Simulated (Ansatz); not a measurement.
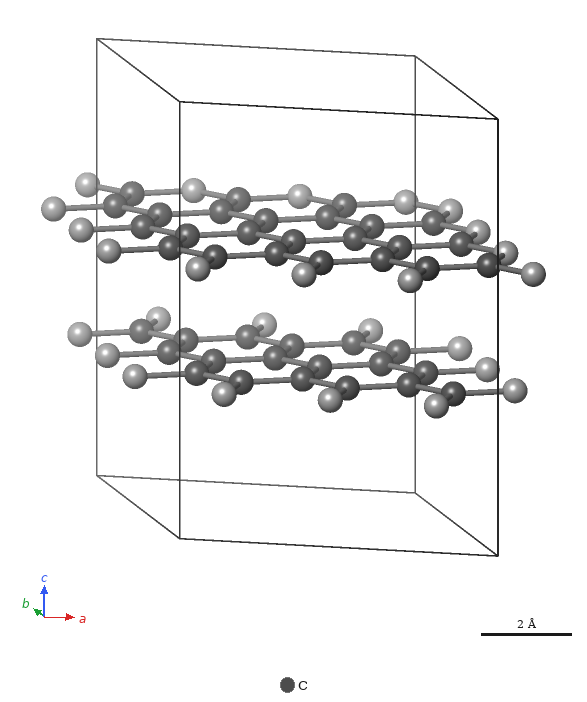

**Figure 1.** The structure as given in the input (ball-and-stick view of the 3 × 3 repeat of the cell, with the vacuum cut short, seen slightly off an axis; neighbours outside the cell are drawn fainter). An atom can appear more than once, as a periodic image.

Single-point calculation of C

- system: C (slab, 4 atoms in the cell)
- method: DFT PBE+D3(BJ), scalar-relativistic, plane waves, PAW, PAW set soft_1, no spin polarisation (Ansatz 0.2.0)

The structure derives from an entry of the Crystallography Open Database. Figures and captions count atoms from 1; the log counts them from 0 in places.

**Output**
```
Warning: the atoms were moved onto the symmetric positions of the space group found under crystal.symmetry.tolerance 1.0e-5 (fractional; no operation is sought that the atoms, as they stand in a round, miss by more than twice it, and no atom is moved by as much as it), and the run uses the moved positions. Before a round's move an operation carried an atom to 3.32e-5 Å from where it should land, the largest such distance. Atom 0 (counting from 0) moved farthest, by 1.66e-5 Å; the longest move in fractions of the cell, of whichever atom, is 0.09 of the tolerance, in 1 round. To run the atoms as typed, lower crystal.symmetry.tolerance until the operations that they miss are no longer found, or set crystal.symmetry.detect: false (a key that needs symmetry detection or time reversal refuses this as the deck is read). The positions used, in the order of the run's atom list: position: [0.6666666667, 0.3333333333, 0.25714283]; position: [0.3333333333, 0.6666666667, 0.25714283000000004]; position: [1.0, 0.3333333333, 0.4274297951]; position: [1.3333333333, 0.0, 0.42742979509999995]; The lattice was moved too: crystal.lattice keeps the space group found at crystal.symmetry.tolerance 1.0e-5 only nearly: the operation that it misses by the most changes a squared length by the fraction 5.16e-12. The run uses the lattice that is a stretch of the typed one, with no rotation, onto the one that keeps every operation to a double's rounding (on a very oblique basis the stretch itself rounds by more); the deck's lattice vector that moved farthest moved by 3.18e-12 Å. To run the lattice as typed, set crystal.symmetry.detect: false, as for the atoms. crystal.lattice made exact, in Å and degrees: [[2.4656524409027534, 1.5895404741814452e-12, 0.0], [-1.2328262205, 2.1353176506968206, 0.0], [0.0, 0.0, 17.5000663885]]. Pasted over the deck's crystal.lattice, beside positions in fractional coordinates, it runs the same cell (given as lengths and angles, that cell in the form's own orientation, a rigid turn of the misfit's size from the one run here, for which a checkpoint.post_process_only pass over this run's state can be refused: where this run relaxes nothing, give such a pass this deck's own crystal.lattice, as typed; behind a relaxation, as crystal.lattice, the state's own cell, identity.cell in its checkpoint.json), and a matrix so pasted ends this notice, except on a very skew basis of the lattice, where the rounding of the pasted numbers themselves can read as a misfit: the cell is then moved again, and that move is told again. The lattice as run is in this notice's lattice.as_run_ang field (Run.prep()["deck_notices"] in Python, the deck_notice line of an events file, deck_notices of ansatz run --dry-run=json, or deck_notices in record.json in the deck's checkpoint.write directory).
Engine: ansatz 0.2.0, aarch64-unknown-linux-gnu
Pseudopotentials: kind: paw
Pseudopotential: C, paw, valence charge 4, recommended cutoff 420 eV (normal), [file]
Functional definition: PBE
  parameter kappa = 0.804
  parameter beta = 0.06672455060314922
  exchange = pbe_x(kappa = kappa, mu = beta*pi^2/3)
  correlation = pbe_c(beta = beta)
Crystal: 4 atoms, lattice volume = 92.137 Å³
Basis set: ecut = 420 eV, 1745 PW (Γ), exchange–correlation on 36×36×240 points (8 copies of the dense FFT grid, shifted against one another)
Bands: 12, of which v1, the nominal top of the filled ones, is band 8 counted from 1 (7 counted from 0)
Symmetry: 2 space group operations
k-points: 64 of 225 (time reversal used)
Non-local potential: C, projectors of the file, l = 0: 2, l = 1: 2, l = 2: 1
PAW form: soft (Blöchl's): semilocal exchange-correlation on the pseudo side does not see the compensation charge
PAW one-centre angular grid: C, 110 points (default); XC on 64 Gauss nodes
Initial density: superposition of atomic densities (neutral atoms: chi_scale 0, normalization atom)
Initial wavefunctions: pseudopotential atomic-orbital guess
Functional: x = pbe(κ = 0.804, μ = 0.2195149727645171), c = pbe(β = 0.06672455060314922)
SCF iter   1: F=—  HF=-1006.326229 eV  |F-HF|=—  |Δ(HF+E_count)|=         —  Δρ=7.89e-2  dr2=5.04e0  ethr=3.10e-3  p=0.000 e·Å  D=4.31e-7 V/Å  ΔV_dip=-0.00 eV  dr2_dipole=6.23e-11  V_vac-E_F(+/−)=8.34/8.34 eV  ⟨swp⟩=6.5  Hψ=5432  notcnv=0
efield: sawtooth ramp at fractional position 0.8223 (placed from the atoms, in the widest stretch of the axis that holds none; the zero of the levels goes with the place), width 0.0400; the density the first Hamiltonian is built on has a dipole p = 0.000 e·Å; the dipole correction subtracts the counter field D = 4.31e-7 V/Å, which shifts the + side's vacuum level by -0.00 eV against the − side's; the planar-averaged density in the ramp window peaks in size at 1.1e-6 e/Å³
preconditioner: auto → none  [insulator: Δε(μ)=0.609 eV  Ē_g=16.300 eV  σ=0.100 eV  W_gap=1.00  n_scr=10 (ndim 8)  ℏωp=15.5 eV  f_vac=0.596  D(μ)=0.00/eV (n_scr^D=0)  ε∞_Penn≈1.9]
SCF iter   2: F=—  HF=-1004.284275 eV  |F-HF|=—  |Δ(HF+E_count)|=    2.04e0  Δρ=2.87e-2  dr2=4.54e-1  ethr=3.10e-3  p=0.000 e·Å  D=8.25e-6 V/Å  ΔV_dip=-0.00 eV  dr2_dipole=9.12e-10  V_vac-E_F(+/−)=5.16/5.16 eV  ⟨swp⟩=3.3  Hψ=2353  notcnv=0
SCF iter   3: F=—  HF=-1004.150913 eV  |F-HF|=—  |Δ(HF+E_count)|=   1.33e-1  Δρ=5.61e-3  dr2=2.00e-2  ethr=2.84e-3  p=-0.000 e·Å  D=-4.29e-5 V/Å  ΔV_dip=0.00 eV  dr2_dipole=1.30e-8  V_vac-E_F(+/−)=4.45/4.45 eV  ⟨swp⟩=3.0  Hψ=1996  notcnv=0
SCF iter   4: F=—  HF=-1004.152133 eV  |F-HF|=—  |Δ(HF+E_count)|=   1.22e-3  Δρ=2.20e-3  dr2=1.27e-2  ethr=1.25e-4  p=0.000 e·Å  D=1.04e-4 V/Å  ΔV_dip=-0.00 eV  dr2_dipole=6.37e-8  V_vac-E_F(+/−)=4.19/4.19 eV  ⟨swp⟩=3.0  Hψ=1714  notcnv=0
SCF iter   5: F=—  HF=-1004.148910 eV  |F-HF|=—  |Δ(HF+E_count)|=   3.22e-3  Δρ=1.51e-4  dr2=2.04e-5  ethr=7.94e-5  p=-0.000 e·Å  D=-8.51e-5 V/Å  ΔV_dip=0.00 eV  dr2_dipole=4.38e-8  V_vac-E_F(+/−)=4.37/4.37 eV  ⟨swp⟩=2.1  Hψ=1130  notcnv=0
SCF iter   6: F=—  HF=-1004.148935 eV  |F-HF|=—  |Δ(HF+E_count)|=   2.52e-5  Δρ=6.37e-5  dr2=1.62e-6  ethr=1.28e-7  p=0.000 e·Å  D=1.93e-4 V/Å  ΔV_dip=-0.00 eV  dr2_dipole=2.23e-7  V_vac-E_F(+/−)=4.35/4.36 eV  ⟨swp⟩=2.5  Hψ=1493  notcnv=0
SCF iter   7: F=—  HF=-1004.148938 eV  |F-HF|=—  |Δ(HF+E_count)|=   3.12e-6  Δρ=2.75e-5  dr2=5.73e-6  ethr=1.01e-8  p=-0.000 e·Å  D=-6.06e-4 V/Å  ΔV_dip=0.01 eV  dr2_dipole=2.21e-6  V_vac-E_F(+/−)=4.36/4.35 eV  ⟨swp⟩=2.3  Hψ=1328  notcnv=0
SCF iter   8: F=-1004.148936 eV  HF=-1004.148937 eV  |F-HF|=6.65e-8  |Δ(HF+E_count)|=   1.48e-6  Δρ=4.02e-6  dr2=6.16e-8  ethr=6.25e-10  p=0.000 e·Å  D=5.35e-5 V/Å  ΔV_dip=-0.00 eV  dr2_dipole=1.73e-8  V_vac-E_F(+/−)=4.36/4.36 eV  ⟨swp⟩=11.3  Hψ=7693  notcnv=0
SCF 1 converged in 8 iterations: F = -1004.148936 eV  dr2 = 6.16e-8
  greatest PAW one-centre occupation: 0.673 electrons in one spin orbital (limit 2), on the C atom at site 3 (counted from 0), in its partial waves of l = 0
```

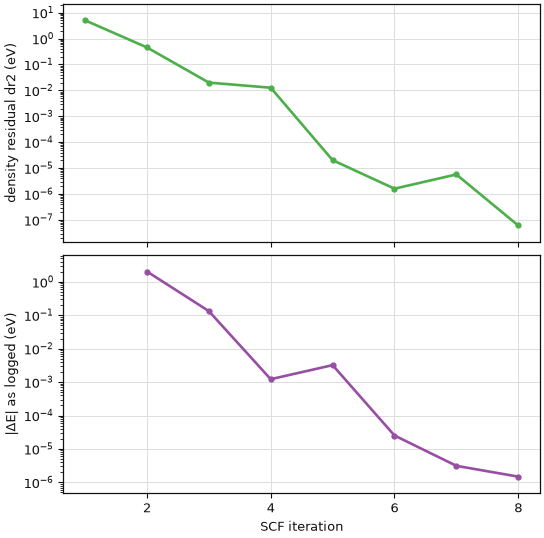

**Figure 2.** Convergence of the self-consistent field: density residual dr2 and size of the energy change against the SCF iteration. The residual comes down, with one marked jump up, by a factor of about 4, at step 7.

```
WARN: The output density's exchange-correlation potential varies sharply where the density is thin. Do not read a vacuum level from v_tot or v_xc, or from such a field of the output density. On a cell that repeats whose density bears no net charge and no dipole along the vacuum's axis use v_es (v_loc + v_h of the components); under efield.dipole_correction with no amplitude use v_es + v_field, which holds any external_charges[].barrier, or the levels of the report's work_function block, which leave it out; under a non-zero efield.amplitude the vacuum is tilted and has no level; on a cell that repeats and bears such a dipole with no correction it is tilted too, and efield.dipole_correction with no amplitude gives each side of its ramp a level where efield: is served; in a cell that repeats whose density bears a net charge (total_charge, or a fill off its count) it is curved and has none; of a slab under crystal.periodic whose density bears no net charge use v_es, which has a level on each side, short of where the two are joined; of another it falls or rises all the way out and has none; of a slab beside external_charges read slab_vacuum_level instead, which it has where they leave it neutral. The grid or the basis barely resolves most such structure, and the values can differ between equally converged runs; as a rule a tighter scf.convergence.dr2_threshold does not remove it. Where the density itself ripples (under the LDA too) a higher basis.ecutwfc lessens it. The files hold the spikes' plane waves up to the density's cutoff. Files: v_tot_of_output_density and the like, and their columns of v_z.tsv (output.write_potential); v_xc_of_output_density and the like, and their columns of v_comp_z.tsv (output.write_potential_components). Measured: with its Gaussian average of σ = 0.25 Å subtracted twice, the exchange-correlation potential is over 0.1 eV at 4 of the grid points where the equally averaged density (valence and model cores) is under 1e-3 e/Å³, and 0.136 eV at the most among them, at an averaged density of 4.4e-7 e/Å³. The input density's (outcome.potential() and, of a run that writes arrays, v_tot and v_xc) is over 0.1 eV, so measured, at 8 points of its own thin density, 0.139 eV at the most. See output.write_potential in the manual, Limitations
SCF converged after 8 iterations
Free energy (F): -1004.148936 eV
Harris-Foulkes:  -1004.148937 eV  (|F-HF|=6.65e-8)
Internal energy: -1004.148936 eV  (E = F + TS)
E sigma→0 (E₀):  -1004.148936 eV
Fermi energy:    -0.007141 eV
Dipole field:    D = -0.000208 V/Å  (p = -0.000106 e·Å, saw-weighted, corrected)
Work function:   Φ+ = 4.3578 eV   Φ− = 4.3542 eV
Levels:          The Fermi level and band energies are counted from a zero that moves with the ramp; work functions are not
--- Per-component energies (eV) ---
  E_band       = -145.922294
  E_kinetic    = 354.550284
  E_local      = -6636.963291  (includes V_loc(G=0)·N_el)
  E_nonlocal   = 93.792278
  E_hartree    = 3152.815179
  E_xc         = -188.003412
  E_vxc        = -231.556317  (∫ρ·V_xc dr)
  E_paw        = -400.409231  (= ΣΔE_a)
  E_vpaw       = -31.382362  (= ΣTr[D̂ρ^β])
  E_aug_tail   = 0.000065  (compensation charges beyond the density's cutoff)
  E_efield     = 0.000000  (sawtooth field / dipole correction)
  E_vefield    = 0.000000  (∫n·V_field dr)
  E_ewald      = 2620.587506
  E_disp       = -0.518313  (pairwise vdW)
  E_smearing   = -0.000000  (= −TS)
  E_closure    = 0.000000  (closes the sum)
  Σ components = -1004.148936   (vs F -1004.148936, Δ=0.00e0)
--- Forces (eV/Å), atoms counted from 1 ---
  atom   1  C      0.02266589     0.03148680    -0.18963281
  atom   2  C      0.01593542     0.03537264    -0.18963281
  atom   3  C     -0.02261337    -0.03151700     0.18980055
  atom   4  C     -0.01598783    -0.03534225     0.18980055
  max |Σ_I F_I| component: 3.35e-4 eV/Å
--- Band table (eV; the first three rows and the last of 64) ---
  k-point 0: bands = ["-19.6868", "-19.3276", "-8.4012", "-6.7129", "-3.0181", "-3.0172", "-2.9889", "-2.9879", "3.5471", "3.9530", "4.8754", "6.4707"]
  k-point 1: bands = ["-19.5808", "-19.2236", "-8.2732", "-6.5908", "-3.4495", "-3.4091", "-3.2349", "-3.2156", "3.6892", "4.0956", "5.0193", "6.6126"]
  k-point 2: bands = ["-19.2634", "-18.9122", "-7.8913", "-6.2271", "-4.5974", "-4.5202", "-3.8041", "-3.7769", "4.1154", "4.5231", "5.4509", "7.0371"]
  k-point 63: bands = ["-14.7615", "-14.4800", "-12.9333", "-12.7110", "-6.3910", "-6.3499", "-3.1751", "-1.8011", "1.2728", "2.5514", "7.2945", "7.5173"]
```

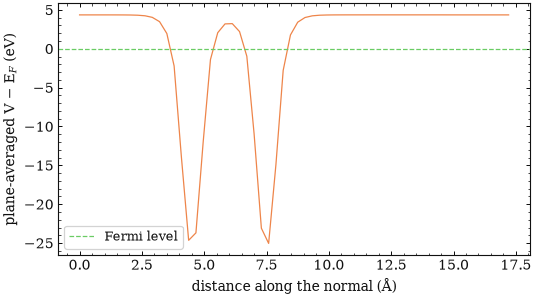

**Figure 3.** Plane average of the electrostatic potential energy of an electron across the cell, from the Fermi level. The vacuum level lies 4.36 eV above the Fermi level.

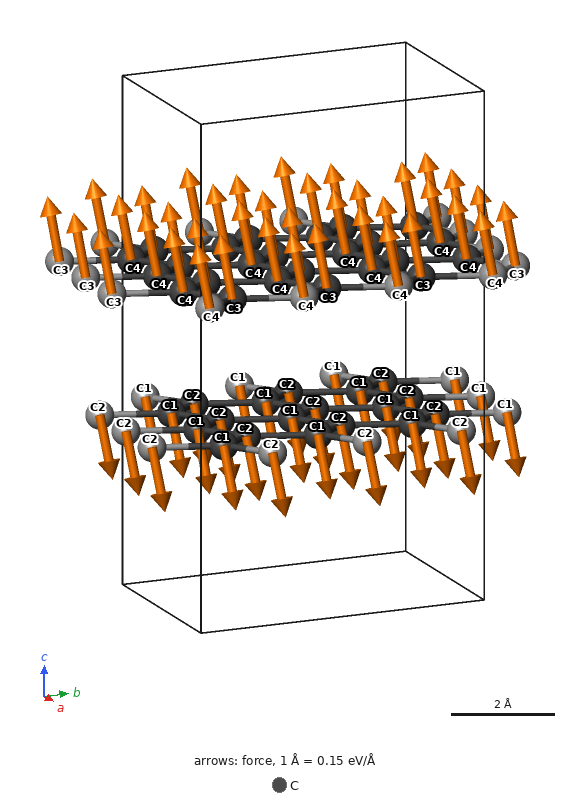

**Figure 4.** Forces on the atoms as orange arrows (ball-and-stick view of the 3 × 3 repeat of the cell, with the vacuum cut short, seen slightly off an axis; neighbours outside the cell are drawn fainter; atoms are numbered from 1 in the order of the input). The largest act on all 4 C atoms (0.19 eV/Å). The geometry is not a stationary point of this energy.

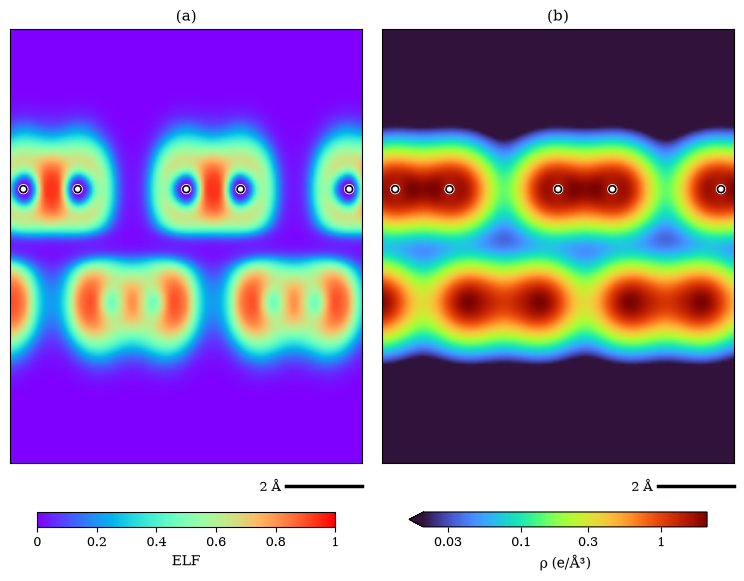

**Figure 5.** (a) electron localisation function; (b) valence electron density on the (110) plane of the calculation cell, a cut from vacuum to vacuum. Circles mark the nuclei in the plane (C). The section cuts through C sites. The density dies away to nearly zero in the vacuum. Core electrons are frozen (PAW), so the fields are smoothed inside the atomic spheres.

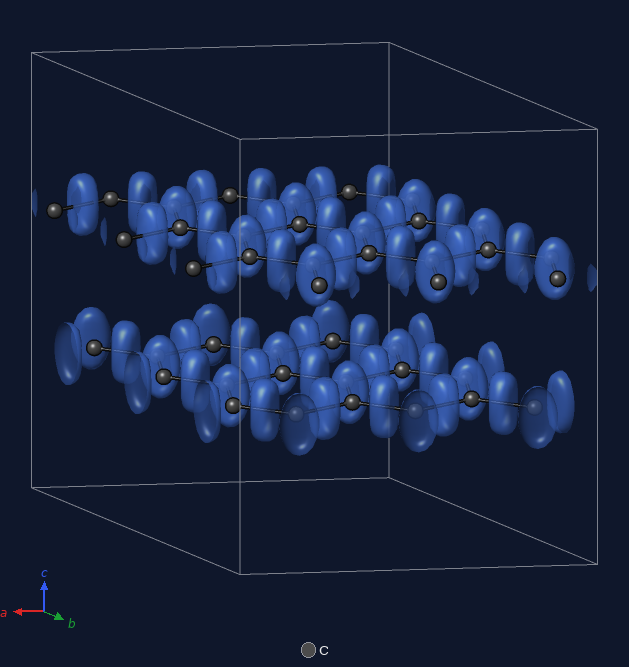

**Figure 6.** Isosurface of the ELF at 0.8 (blue), seen at an oblique angle. Only the valence region is drawn (cores and ρ < 0.01 e/Å³ removed). Sticks mark near contacts. The ELF exceeds this value in six regions between bonded C–C atoms (shared pairs), counted in one cell of 4 atoms. Profiles from the grid: C–C (1.42 Å): the ELF peaks at about 0.95 between the atoms (a shared electron pair).

This output came from the following input.

**The input**
```yaml
crystal:
  lattice:
    - [2.4656524409, 0.0, 0.0]
    - [-1.2328262205, 2.1353176507, 0.0]
    - [0.0, 0.0, 17.5000663885]
  atoms:
    - { symbol: C, position: [0.6666666667, 0.3333333333, 0.2571437784] }
    - { symbol: C, position: [0.3333333333, 0.6666666667, 0.2571418816] }
    - { symbol: C, position: [1.0, 0.3333333333, 0.4274307435] }
    - { symbol: C, position: [1.3333333333, 0.0, 0.4274288467] }
basis:
  ecutwfc: 420
kpoints:
  mp_grid: { grid: [15, 15, 1] }
hamiltonian:
  xc: pbe
  pseudopotentials: { kind: paw, azcp: { folder: soft_1 } }
  dispersion: d3bj
scf:
  occupations: { method: gaussian, width: 0.1 }
output:
  forces: true
  eigenvalues: true
  write_density: true
  write_potential: true
  elf: true
  volumetric_format: npy
efield:
  axis: 3
  dipole_correction: true
  ramp_width: 0.04
```

Run as:
```bash
ansatz run input.yaml --threads 1 --pin off --max-ram 3072MiB --backend cpu --events-out ev --progress --plain --runs-dir out
```

**Key numbers**

```csv
quantity,value
outcome,converged
electrons treated,16
free energy,−1004.1489 eV
"work function, top face",4.36 eV
"work function, bottom face",4.35 eV
Fermi energy,−0.007 eV
gap on the k-point mesh,0.73 eV
work function (upper face),4.36 eV
largest force (length of the vector),0.194 eV/Å
hardware,"1 thread of Arm Neoverse V2, 24 GiB of memory available, shared host"
wall time,11 s
peak memory,0.36 GiB
```

Warnings of the run: the structure was made exactly symmetric; the exchange-correlation potential is rough where the density is thin.
